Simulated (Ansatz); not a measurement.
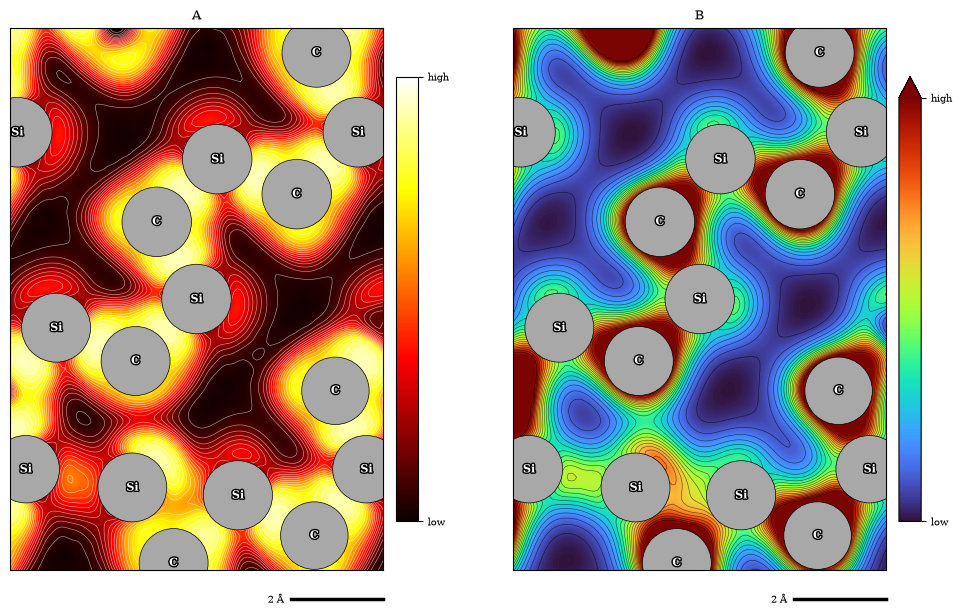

Si$_{19}$C$_{18}$ (cell charge +2, with a compensating background) (cell with a defect): 2 fields on the (011̄) plane of the calculation cell, with unlabelled colour scales. Grey discs cover the atomic cores.

All numbers below come from DFT PBE, scalar-relativistic, plane waves, PAW (Ansatz 0.2.0).

> Which field does each panel show? The fields are: electron localisation function and valence pseudo-density.

Panel A: electron localisation function. Panel B: valence pseudo-density. From the grid: Si–C (1.83 Å): ρ is about 0.97 e/Å³ halfway; the ELF peaks at about 0.95 between the atoms. Si–Si (2.29 Å): the density is about 0.5 e/Å³ at the midpoint; the ELF peaks at about 0.75 between the atoms.
